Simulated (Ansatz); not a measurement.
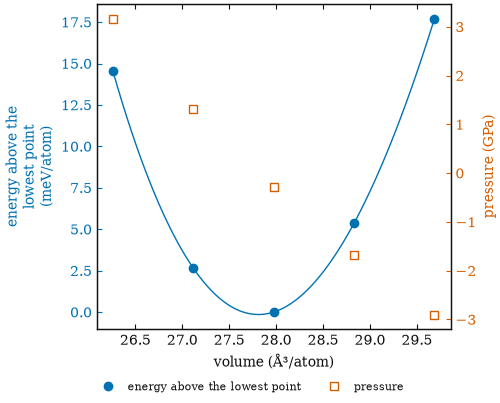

The picture above shows the energy above the lowest point and pressure against volume for As, space group Fd-3m (No. 227) (one of a set of cubic test structures, which need not be the stable phase).

Calculation (Ansatz 0.2.0 development build): equation of state of a cubic crystal from periodic Kohn-Sham density functional theory without spin, third-order Birch-Murnaghan fit to the free energies; pressure corrected for the finite basis. Level: r2SCAN.

structure type diamond; atoms in cell 2; space group number 227; lattice centring face-centred primitive; k mesh 10×10×10; occupation method Fermi–Dirac; occupation width 0.1 eV; wave cutoff 700 eV; datasets hard PAW; density tolerance 1e−09 eV; bands 19; density cutoff ratio 4; search for lower states default; xc grid level 2.

Question: How stiff is the solid, and where is its volume at rest?

Answer: A third-order Birch–Murnaghan fit gives V0 = 27.81 Å³/atom, B0 = 49.9 GPa and B′ = 3.6.

Question: What does the pressure do across the range?

Answer: It falls from 3.166 GPa at volume 26.26 Å³/atom to −2.899 GPa at 29.69 Å³/atom, and changes sign near 27.82 Å³/atom.

Keep in mind: cubic model structure, not the ambient form; pseudopotentials made with PBE, not this functional.
